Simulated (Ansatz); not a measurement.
**Run report: GdO, single-point calculation (part 3 of 3)**

GdO (2 atoms in the cell); DFT PBEsol+U, scalar-relativistic, plane waves, PAW, Ueff = 6 eV on Gd atom 1 f, spin-polarised (Ansatz 0.2.0); cutoff 420 eV, 6×6×6 k-mesh, Gaussian smearing of 0.05 eV, collinear spins. The structure was built on a prototype by a generator; it need not be a known phase. It belongs to a series of runs on one base structure; here: random orbitals: random, more filling.

Geometry of the input (Å; fractional positions):
```
0.0000  2.7000  2.7000
2.7000  0.0000  2.7000
2.7000  2.7000  0.0000
Gd 0.0000  0.0000  0.0000
O  0.2500  0.2500  0.2500
```

## Output, continued
```
WARN: hamiltonian.hubbard: on 1 of 2 specified blocks the occupation matrix of this SCF's result fails the test of the specified filling. At site 0 ↓ (sites count from 0 in the list of atoms of the cell that this SCF solves) the least filled combination of the orbitals specified full has occupation 0.003, and the fullest combination of the orbitals specified empty has occupation 0.008; the filling counts as kept where the first is at least 0.75 and exceeds the second by more than 0.25. The state of this SCF's result may not hold the specified filling, though these bounds can also misjudge a state that does. This warning does not say which state is lower in energy, or whether the specified filling is a self-consistent state at all; see hamiltonian.hubbard.sites[].starting_ns, Limitations, and scf.initial_density.shell_occupations in the input reference
SCF 1 converged in 51 iterations: F = -9791.481881 eV  dr2 = 1.05e-8
  greatest PAW one-centre occupation: 0.999 electrons in one spin orbital (limit 2), on the Gd atom at site 0 (counted from 0), in its partial waves of l = 0
SCF converged after 51 iterations
Magnetization: 7.9119 μB (15.9560 up, 8.0440 down)
Absolute magnetization: 7.9205 μB (∫|ρ↑−ρ↓|, with the PAW one-centre terms)
Spin contamination: 0.0101 ħ² per cell (⟨S²⟩ above its minimum at these occupations)
Per-site moments (μB) at R_I (Å): [(7.013875537644912, 0.9645357934649187), (0.008911614913642755, 0.9645357934649187)]
Free energy (F): -9791.481881 eV
Harris-Foulkes:  -9791.481881 eV  (|F-HF|=6.63e-8)
Internal energy: -9791.480221 eV  (E = F + TS)
E sigma→0 (E₀):  -9791.481051 eV
Entropy (-TS):   -0.001660 eV (-0.830 meV/atom)
Fermi energy:    12.321494 eV
--- Per-component energies (eV) ---
  E_band       = -55.257513
  E_kinetic    = 579.299937
  E_local      = -2483.077348  (includes V_loc(G=0)·N_el)
  E_nonlocal   = 336.542402
  E_hartree    = 1009.680738
  E_xc         = -305.827988
  E_vxc        = -347.579212  (∫ρ·V_xc dr)
  E_hubbard    = 0.092781  (on-site DFT+U / exact-exchange correction)
  E_vhub       = -20.880307  (the Hubbard potential's part of the band-sum identity)
  E_paw        = -6497.258124  (= ΣΔE_a)
  E_vpaw       = -138.924407  (= ΣTr[D̂ρ^β])
  E_aug_tail   = 0.002408  (compensation charges beyond the density's cutoff)
  E_ewald      = -2431.631488
  E_core_change = 0.696459  (= ΣΔE_core)
  E_smearing   = -0.001660  (= −TS)
  E_closure    = 0.000000  (closes the sum)
  Σ components = -9791.481881   (vs F -9791.481881, Δ=0.00e0)
--- Specified on-site occupations, and those of the state reported ---
  electrons in the specified blocks: 7.8800 specified, 7.0220 found
  site 0 (l=f) ↓: largest change of an orbital's occupation 0.9666; electrons 1.0900 specified, 0.0265 found; spectral distance 0.9622
  site 0 (l=f) ↑: largest change of an orbital's occupation 0.0297; electrons 6.7900 specified, 6.9955 found; spectral distance 0.0777
--- Forces (eV/Å), atoms counted from 1 ---
  atom   1  Gd    -0.00000068    -0.00000851     0.00000046
  atom   2  O      0.00000233     0.00000132     0.00000461
  max |Σ_I F_I| component: 7.19e-6 eV/Å
--- Stress (GPa, compression-positive) ---
       -3.895546       0.000068       0.000038
        0.000068      -3.895473       0.000062
        0.000038       0.000062      -3.895552
  P = ⅓ Tr σ = -3.8955 GPa (-38.955 kbar)
--- Band table (eV; the first three rows and the last of 224) ---
  k-point 0 ↑: bands = ["-33.6173", "-10.8304", "-10.8304", "-10.8304", "-7.0020", "3.6622", "3.6622", "3.6622", "3.7966", "3.8196", "3.8196", "3.8196", "6.7063", "6.7063", "6.7063", "9.9274", "14.6504", "14.6504", "16.6726"]
  k-point 1 ↑: bands = ["-33.6082", "-11.0758", "-10.8496", "-10.8495", "-6.7757", "3.6651", "3.6770", "3.6770", "3.7968", "3.7968", "3.8132", "3.8203", "6.4915", "6.8334", "6.8334", "10.9210", "14.2938", "14.2938", "16.1196"]
  k-point 2 ↑: bands = ["-33.5898", "-11.4928", "-10.8875", "-10.8875", "-6.4165", "3.6881", "3.6881", "3.6892", "3.7782", "3.7782", "3.8046", "3.8218", "6.6165", "7.0393", "7.0393", "12.2684", "14.2482", "14.2482", "15.3809"]
  k-point 111 ↓: bands = ["-30.3887", "-9.7820", "-8.4967", "-8.4967", "-5.7194", "7.2382", "7.2382", "7.2634", "13.7041", "14.7259", "14.8518", "14.8518", "15.0838", "15.0838", "15.1526", "15.4601", "15.8964", "15.8964", "16.5198"]
Occupation matrices written to [file]
--- Löwdin populations: 2 sites ---
  site symbol       q [e]    m [muB]
     0     Gd     17.2908     7.8301
     1      O      6.6144     0.0201
  spilling = 0.003950 (of n_electrons = 24.000000)
--- Occupation matrices: 1 shell (run DFT+U table (all-electron-ortho-atomic); ε = 1.61e-3) ---
  Gd0 f_4F: site group Td (-43m)
  Gd0 f_4F up     Tr n = 6.9955  λ = 0.998 0.999 0.999 0.999 1.000 1.000 1.000  [7× z3 0.14 (T1 0.43) T1(0.43)]
  Gd0 f_4F dn     Tr n = 0.0265  λ = 0.003 0.003 0.003 0.003 0.003 0.003 0.009  [6× z3 0.17 (T1 0.50) T1(0.50) | xyz 1.00 (A1 1.00) A1(1.00)]
  specified occupation → Gd0 f_4F up: matrix, ‖Δ‖_F = 0.0777, Tr Δ = -0.2055, displaced = 0.1027, d_λ = 0.0777; orbital distance = 0.0000
  specified occupation → Gd0 f_4F dn: matrix, ‖Δ‖_F = 0.9675, Tr Δ = +1.0635, displaced = 0.5317, d_λ = 0.9622; orbital distance = 1.3532
  Tr n, λ and their labels are of the run-group-symmetrised matrices; stabiliser: 24 of 48 elements of G0×{1,Θ} (closed), max defect 4.9e-8 at τ = 3.4e-4
```

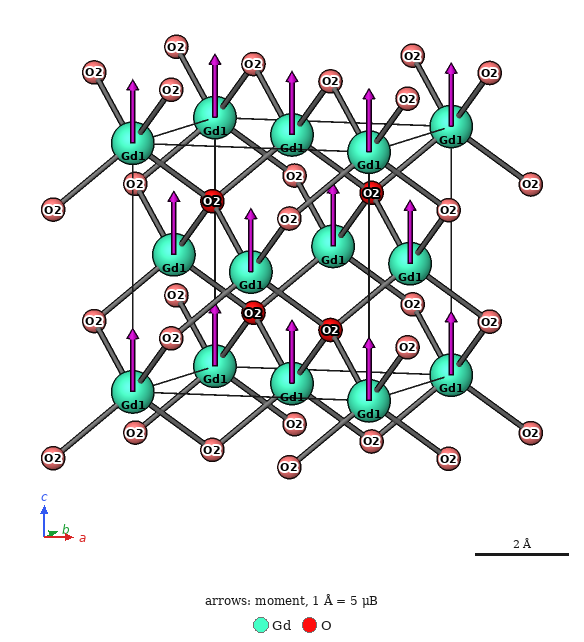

Fig. 1: Magnetic moments of the sites as pink arrows (ball-and-stick view of the cell 4 times as large as that of the calculation, set on its symmetry axes, seen slightly off an axis; neighbours outside the cell are drawn fainter; atoms are numbered from 1 in the order of the input); small moments hardly show. The run is collinear, so the axis drawn is arbitrary. Site moments: Gd1 (7.01 μB). They are counted near the atoms and needn't add up to the moment of the cell.

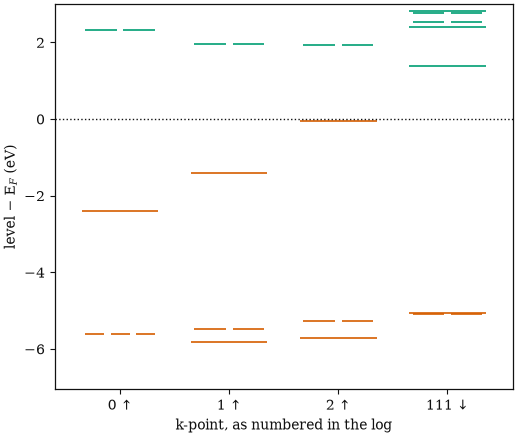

Fig. 2: Kohn–Sham levels near the Fermi level (dotted) at the few k-points that the log prints; levels within 0.02 eV of each other stand side by side. The system is metallic on the full mesh.

## Results in brief

| quantity | value |
| --- | --- |
| outcome | converged |
| space group (tolerance 0.01 Å) | F-43m (216) |
| electrons treated | 24 |
| free energy | −9791.4819 eV |
| Fermi energy | 12.321 eV |
| gap on the k-point mesh | none (metallic) |
| net moment of the cell | 7.91 μB |
| integrated absolute moment | 7.92 μB |
| pressure | −3.90 GPa |
| largest force (length of the vector) | under 0.001 eV/Å |
| wall time | 62 s (CPU time 1.9 min) |
| peak memory | 0.48 GiB |

## Remarks

The program warns: the typed occupations were not kept; the occupation matrices lower the symmetry. DFT+U on an f shell has many self-consistent states, and spin–orbit coupling is left out here.
